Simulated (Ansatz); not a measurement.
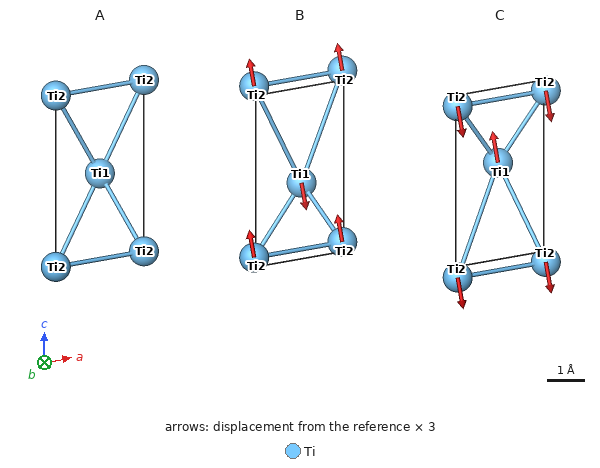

Energy scan for crystalline Ti (Fm-3m), in which a normal mode of wave vector (0, 0, 1/2) of the primitive cell, folded into a doubled cell, is frozen in with the cell fixed, the amplitude being the largest displacement of an atom. A ball-and-stick model of the cell of the calculation, seen along the b axis. Red arrows: displacements from the reference.

The calculation used DFT PBEsol, scalar-relativistic, plane waves, PAW (Ansatz). Set-up: plane-wave cutoff 420 eV; k-point mesh 24 × 24 × 24; occupations gaussian; smearing width 0.15 eV; no spin polarisation. Energies (free energies at the smearing named) are counted from the relaxed crystal.

**Rank the frames from lowest to highest energy.**

Lowest first: A (the amplitude 0.00 Å, 0 meV/cell), B (the amplitude 0.2625 Å, 796 meV/cell), C (the amplitude −0.30 Å, 1119 meV/cell). Over the whole scan: the harmonic wavenumber of the mode is 178 cm⁻¹, a stable vibration. The lowest computed point lies at the amplitude 0.00 Å (0 meV/cell). The end points stand at 1119 meV/cell (−0.30 Å) and 1119 meV/cell (0.30 Å). The well is symmetric. At the highest point the shortest interatomic distance is 2.40 Å, against 2.87 Å in the reference. The distortion takes the space group from Fm-3m to R-3m.
